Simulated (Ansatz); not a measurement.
Run report: WS2, geometry relaxation (part 2 of 2)

Continued. System: WS2 (R3m, 3 atoms in the cell). Method: DFT PBEsol, scalar-relativistic, plane waves, PAW, no spin polarisation (Ansatz 0.2.0); cutoff 420 eV, 12×12×12 k-mesh, Gaussian smearing of 0.02 eV. The structure derives from a Materials Project entry.

Geometry of the input (Å; fractional positions):
```
1.5924  0.9194  6.4898
-1.5924  0.9194  6.4898
0.0000  -1.8388  6.4898
W  0.0007  0.0007  0.0007
S  0.4141  0.4141  0.4141
S  0.2539  0.2539  0.2539
```

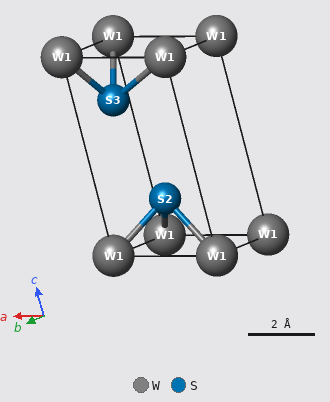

*The geometry at step 4 of the log (ball-and-stick view of the reduced cell, seen at an oblique angle; atoms are numbered from 1 in the order of the input).*

What the program printed, continued:
```
SCF iter   1: F=—  HF=-12029.076431 eV  |F-HF|=—  |Δ(HF+E_count)|=         —  Δρ=5.61e-5  dr2=2.40e-7  ethr=4.13e-7  ⟨swp⟩=3.0  Hψ=27902  notcnv=0
preconditioner: auto → none  [insulator: Δε(μ)=1.159 eV  Ē_g=8.864 eV  σ=0.020 eV  W_gap=1.00  n_scr=16 (ndim 8)  ℏωp=21.3 eV  f_vac=0.024  D(μ)=0.00/eV (n_scr^D=0)  ε∞_Penn≈6.8]
SCF iter   2: F=—  HF=-12029.076455 eV  |F-HF|=—  |Δ(HF+E_count)|=   2.39e-5  Δρ=2.74e-5  dr2=5.40e-8  ethr=9.25e-10  ⟨swp⟩=3.1  Hψ=6545  notcnv=0
SCF iter   3: F=—  HF=-12029.076455 eV  |F-HF|=—  |Δ(HF+E_count)|=   2.67e-8  Δρ=4.17e-6  dr2=3.77e-8  ethr=2.08e-10  ⟨swp⟩=2.0  Hψ=5670  notcnv=0
SCF iter   4: F=—  HF=-12029.076455 eV  |F-HF|=—  |Δ(HF+E_count)|=   5.73e-9  Δρ=2.36e-6  dr2=5.70e-9  ethr=1.45e-10  ⟨swp⟩=2.0  Hψ=4372  notcnv=0
SCF iter   5: F=—  HF=-12029.076455 eV  |F-HF|=—  |Δ(HF+E_count)|=  6.86e-10  Δρ=8.84e-7  dr2=3.12e-10  ethr=2.19e-11  ⟨swp⟩=2.4  Hψ=4175  notcnv=0
SCF iter   6: F=—  HF=-12029.076455 eV  |F-HF|=—  |Δ(HF+E_count)|=  2.00e-11  Δρ=4.52e-7  dr2=1.84e-10  ethr=1.20e-12  ⟨swp⟩=2.0  Hψ=4648  notcnv=0
SCF iter   7: F=-12029.076455 eV  HF=-12029.076455 eV  |F-HF|=3.64e-12  |Δ(HF+E_count)|=  1.27e-11  Δρ=1.04e-7  dr2=2.19e-12  ethr=1.00e-12  ⟨swp⟩=5.9  Hψ=16840  notcnv=0
SCF 7 converged in 7 iterations: F = -12029.076455 eV  dr2 = 2.19e-12
relax step   7: F+E_penalty+E_count = -12029.07645462 eV  Δ(F+E_penalty+E_count) = +3.191e-4 eV  max|allowed force component| = 8.276e-5 eV/Å  Δτ_max = 0.0000 Å  P = -0.007 GPa  Ω = 54.772 Å³  stress off target by 1.93e-2 GPa  SCF on the basis re-selected at this cell (its energy is not comparable with the rows above)  (7 SCF iters)
```

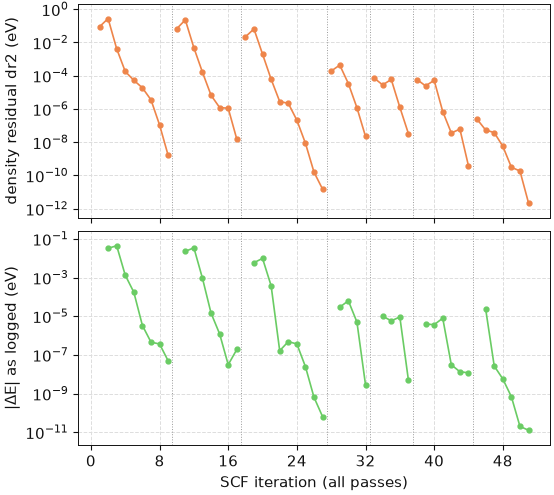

*Convergence of the self-consistent field: density residual dr2 and size of the energy change against the SCF iteration. The dotted lines part the SCF passes of the relaxation: geometry steps, rejected trials and re-solves on a re-selected basis.*

The 7 passes take 5 to 10 iterations each, 51 in all.

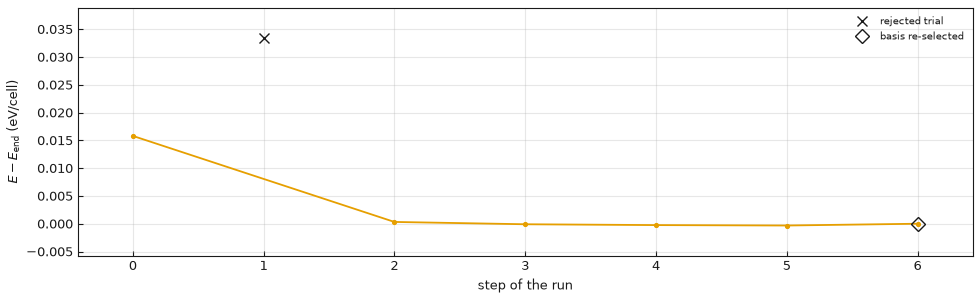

*Progress of the relaxation, step by step (the first geometry is step 0 here and step 1 in the log).*

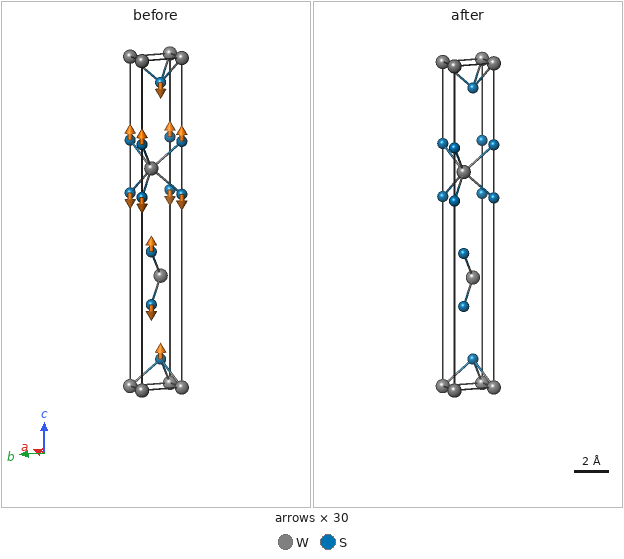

*Before (left) and after (right) the relaxation, at one scale (ball-and-stick view of the cell 3 times as large as that of the calculation, set on its symmetry axes, seen at an oblique angle). The orange arrows give the displacements (without the part carried along by the change of the cell), magnified 30 times.*

The energy falls by 16.1 meV per cell of the calculation in 5 geometry steps. Largest force component: 0.12 eV/Å at the start, under 0.0001 eV/Å at the end. Pressure: −2.88 GPa at the start and −0.01 GPa at the end. The line search rejected the trial step at point 1 (counted from 0) and went back. The largest moves relative to the cell, 0.033 Å, are those of S2 and S3. W stays in place. Cell: a = b 3.185 → 3.147 Å (−1.2 %), c 19.469 → 19.155 Å (−1.6 %). Volume −3.9 %. Distances before and after: W1–S2 2.411 → 2.399 Å. The space group stays R3m (No. 160). A last SCF at the same geometry on a re-selected plane-wave basis shifts the energy by +0.3 meV per cell of the calculation. (Atoms are counted from 1 in the order of the input.)

```
basis re-selected at this cell: Δ(F+E_penalty+E_count) = +3.191e-4 eV, ΔP = -0.001 GPa vs the last step (what re-selecting the basis moved, of the pressure what is left beyond the Pulay correction that the steps carried, after the strain that the cell walked since its last selection, with what the two solves' SCF thresholds leave and, on support functions, any second-order correction that the steps lacked; it is no measure of the basis error at this ecutwfc). The dense FFT grid was sized anew with the basis: this SCF ran on 24×45×24 points, the steps before it on 24×48×24, so part of this shift can come from that change (see relax.cell in the input reference). This SCF's stress stands 1.93e-2 GPa from its target on what of the cell is left free (relax.cell.stress_tol is 5.00e-2 GPa) and its largest allowed force component is 8.28e-5 eV/Å (relax.f_tol is 5.00e-3 eV/Å): within both
SCF converged after 7 iterations
Free energy (F): -12029.076455 eV
Harris-Foulkes:  -12029.076455 eV  (|F-HF|=3.64e-12)
Internal energy: -12029.076455 eV  (E = F + TS)
E sigma→0 (E₀):  -12029.076455 eV
Fermi energy:    11.592458 eV
--- Per-component energies (eV) ---
  E_band       = -201.415831
  E_kinetic    = 666.960583
  E_local      = -1914.507161  (includes V_loc(G=0)·N_el)
  E_nonlocal   = 60.336010
  E_hartree    = 769.140019
  E_xc         = -458.760378
  E_vxc        = -415.062880  (∫ρ·V_xc dr)
  E_paw        = -9604.530824  (= ΣΔE_a)
  E_vpaw       = -137.422321  (= ΣTr[D̂ρ^β])
  E_aug_tail   = -0.000067  (compensation charges beyond the density's cutoff)
  E_ewald      = -1548.060328
  E_core_change = 0.345691  (= ΣΔE_core)
  E_smearing   = -0.000000  (= −TS)
  E_closure    = 0.000000  (closes the sum)
  Σ components = -12029.076455   (vs F -12029.076455, Δ=0.00e0)
--- Forces (eV/Å), atoms counted from 1 ---
  atom   1  W      0.00000000    -0.00000000    -0.00002414
  atom   2  S     -0.00000000     0.00000000     0.00008302
  atom   3  S      0.00000000    -0.00000000    -0.00005810
  max |Σ_I F_I| component: 7.83e-7 eV/Å
--- Stress (GPa, compression-positive) ---
       -0.001156       0.000000      -0.000000
        0.000000      -0.001156      -0.000000
       -0.000000      -0.000000      -0.019258
  P = ⅓ Tr σ = -0.0072 GPa (-0.072 kbar)
--- Band table (eV; the first three rows and the last of 189) ---
  k-point 0: bands = ["-63.3516", "-27.6661", "-27.4688", "-27.4688", "-4.4812", "-2.5718", "3.5882", "7.6382", "7.6382", "8.9064", "8.9064", "9.3361", "9.8977", "13.4385", "13.4385", "13.6941", "13.6941"]
  k-point 1: bands = ["-63.3502", "-27.6614", "-27.4949", "-27.4748", "-4.3594", "-2.5338", "3.7363", "7.3311", "7.7584", "8.3531", "8.7155", "9.5882", "9.9416", "13.2945", "13.3868", "13.5794", "13.6673"]
  k-point 2: bands = ["-63.3466", "-27.6484", "-27.5657", "-27.4913", "-4.0117", "-2.4251", "4.1387", "6.6215", "7.5439", "8.0908", "8.2732", "9.5292", "9.8841", "12.6687", "13.3587", "13.5294", "14.1529"]
  k-point 188: bands = ["-63.3516", "-27.6662", "-27.4688", "-27.4688", "-4.3365", "-2.8586", "4.3611", "7.4407", "7.6289", "7.6289", "8.9263", "8.9263", "11.0131", "13.4984", "13.4984", "13.6053", "13.6053"]
--- Relaxed structure (6 steps of the walk, 5 accepted, 1 SCFs on fresh bases) ---
  F+E_penalty+E_count = -12029.07645462 eV   max|allowed force component| = 8.276e-5 eV/Å   (the final SCF, on the basis selected at the relaxed cell)
  cell:  # Å, volume = 54.7723 Å³
    - [1.5736392950814269, 0.9085410706390322, 6.384982942218465]
    - [-1.5736392950814269, 0.9085410706390322, 6.384982942218465]
    - [-5.910424849382458e-18, -1.8170821412288722, 6.384982942225465]
  atoms:
    - { symbol: W, position: [0.0006717625585454563, 0.0006717625585454563, 0.0006717625585454563] }
    - { symbol: S, position: [0.4158129163266207, 0.4158129163266207, 0.4158129163266207] }
    - { symbol: S, position: [0.2522153211148339, 0.2522153211148339, 0.2522153211148339] }
```

Trajectory as extended XYZ (Å, eV, eV/Å), 7 frames, from step=1 to step=7:
```
3
Lattice="1.5924 0.9194 6.4898 -1.5924 0.9194 6.4898 0.0000 -1.8388 6.4898" Properties=species:S:1:pos:R:3:forces:R:3 step=1 energy=-12029.06065 pressure_GPa=-2.88
W     0.0000    0.0000    0.0130    0.0000   0.0000   0.0058
S     0.0000    0.0000    8.0625    0.0000   0.0000  -0.1161
S     0.0000    0.0000    4.9437    0.0000   0.0000   0.1103
3
Lattice="1.5462 0.8927 6.4542 -1.5462 0.8927 6.4542 0.0000 -1.7853 6.4542" Properties=species:S:1:pos:R:3:forces:R:3 step=2 energy=-12029.04296 pressure_GPa=2.31 accepted=F
W     0.0000    0.0000    0.0131    0.0000   0.0000  -0.0058
S     0.0000    0.0000    8.0661    0.0000   0.0000  -0.2307
S     0.0000    0.0000    4.8685    0.0000   0.0000   0.2364
3
Lattice="1.5745 0.9090 6.4527 -1.5745 0.9090 6.4527 0.0000 -1.8180 6.4527" Properties=species:S:1:pos:R:3:forces:R:3 step=3 energy=-12029.07613 pressure_GPa=-0.50
W     0.0000    0.0000    0.0130    0.0000   0.0000   0.0008
S     0.0000    0.0000    8.0354    0.0000   0.0000  -0.0611
S     0.0000    0.0000    4.8964    0.0000   0.0000   0.0603
3
Lattice="1.5731 0.9083 6.4303 -1.5731 0.9083 6.4303 0.0000 -1.8165 6.4303" Properties=species:S:1:pos:R:3:forces:R:3 step=4 energy=-12029.07655 pressure_GPa=-0.07
W     0.0000    0.0000    0.0130    0.0000   0.0000   0.0000
S     0.0000    0.0000    8.0114    0.0000   0.0000  -0.0136
S     0.0000    0.0000    4.8754    0.0000   0.0000   0.0137
3
Lattice="1.5732 0.9083 6.4054 -1.5732 0.9083 6.4054 0.0000 -1.8166 6.4054" Properties=species:S:1:pos:R:3:forces:R:3 step=5 energy=-12029.07670 pressure_GPa=0.07
W     0.0000    0.0000    0.0129    0.0000   0.0000  -0.0005
S     0.0000    0.0000    7.9853    0.0000   0.0000   0.0094
S     0.0000    0.0000    4.8517    0.0000   0.0000  -0.0089
3
Lattice="1.5736 0.9085 6.3850 -1.5736 0.9085 6.3850 0.0000 -1.8171 6.3850" Properties=species:S:1:pos:R:3:forces:R:3 step=6 energy=-12029.07677 pressure_GPa=-0.01
W     0.0000    0.0000    0.0129    0.0000   0.0000   0.0000
S     0.0000    0.0000    7.9649    0.0000   0.0000  -0.0001
S     0.0000    0.0000    4.8312    0.0000   0.0000   0.0001
3
Lattice="1.5736 0.9085 6.3850 -1.5736 0.9085 6.3850 0.0000 -1.8171 6.3850" Properties=species:S:1:pos:R:3:forces:R:3 step=7 energy=-12029.07646 pressure_GPa=-0.01
W     0.0000    0.0000    0.0129    0.0000   0.0000   0.0000
S     0.0000    0.0000    7.9649    0.0000   0.0000   0.0001
S     0.0000    0.0000    4.8312    0.0000   0.0000  -0.0001
```

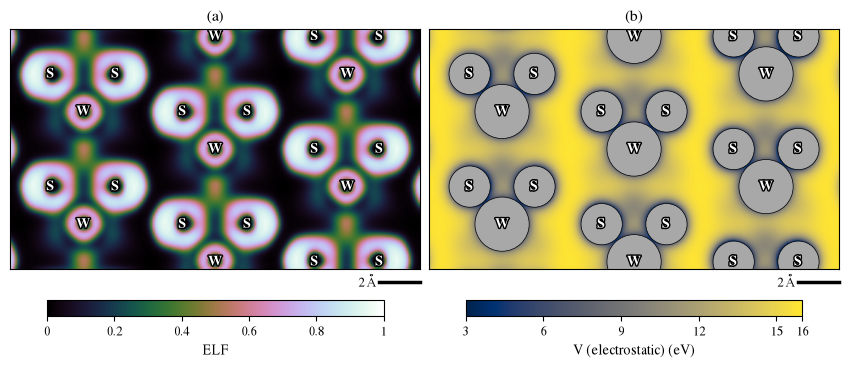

*(a) ELF; (b) electrostatic potential energy of an electron on the (110) plane of the conventional cell. Grey discs, where drawn, cover atomic cores.*

W–S (2.40 Å): the ELF is about 0.50 at the midpoint. The ELF has a maximum of about 0.55 in the space between the atoms. The strong features right at W lie inside the PAW spheres (semicore, d or f shells) and say nothing about bonding. Outside the cores the potential energy rises away from the atoms and is highest about 2.4 Å from the nearest atoms; outside the discs it spans about 13 eV, and its zero is arbitrary. Core electrons are frozen (PAW), so the fields are smoothed inside the atomic spheres.

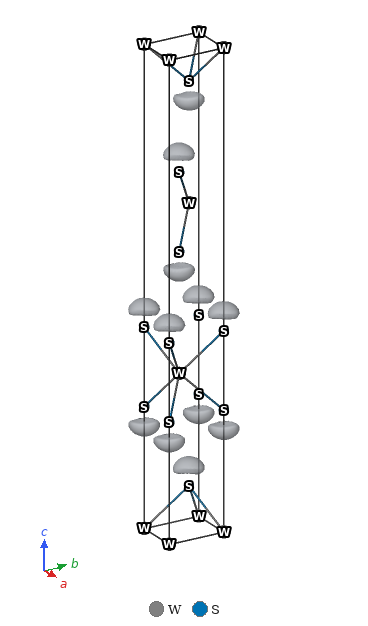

*Isosurface of the electron localisation function at 0.9 (grey), seen slightly off an axis. Only the valence region is drawn (cores and ρ < 0.01 e/Å³ removed). Sticks mark near contacts. The outline is the cell set on symmetry axes.*

Along the contacts the grid gives the following. W–S (2.40 Å): the ELF is about 0.50 at the midpoint.

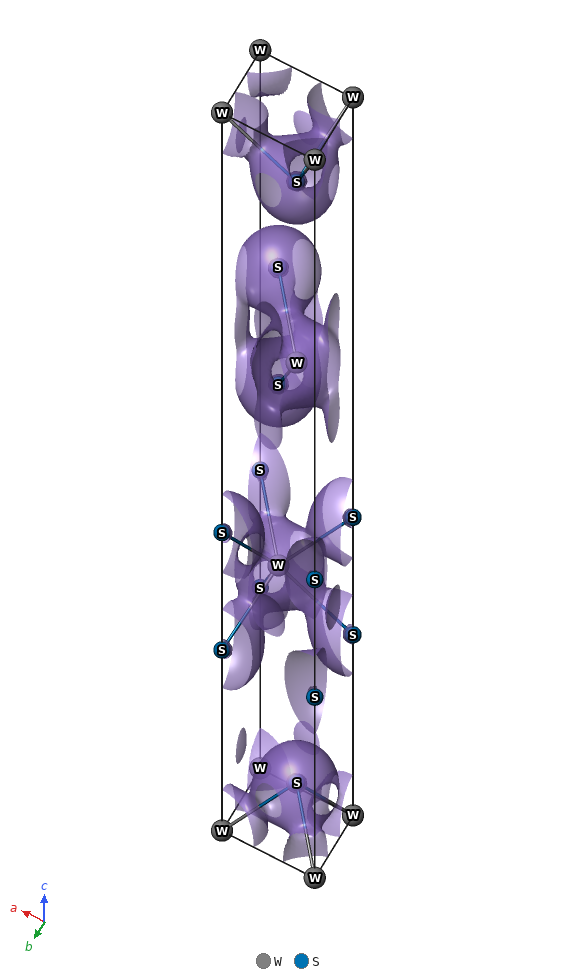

*Isosurface of the valence electron density at 0.5 e/Å³ (purple), seen at an oblique angle. Sticks mark near contacts. The outline is the cell set on symmetry axes.*

At this value the density is joined into sheets; it holds about 70 % of the electrons treated as valence (semicore included). On the grid the lowest density along these lines, outside the cores, is 0.64 e/Å³ (W–S, 2.40 Å).

Key numbers:

| quantity | value |
| --- | --- |
| outcome | converged |
| space group (tolerance 0.01 Å) | R3m (160) |
| electrons treated | 26 |
| free energy | −12029.0765 eV |
| Fermi energy | 11.592 eV |
| gap on the k-point mesh | 1.16 eV |
| pressure | −0.01 GPa |
| final volume | 54.77 Å³ |
| largest force (length of the vector) at the end | under 0.001 eV/Å |
| final cell | a = 6.639 Å, b = 6.639 Å, c = 6.639 Å, α = 27.42°, β = 27.42°, γ = 27.42° |
| wall time | 52 s (CPU time 1.7 min) |
| peak memory | 0.58 GiB |

Notes:

Spin–orbit coupling is left out, which matters for W.
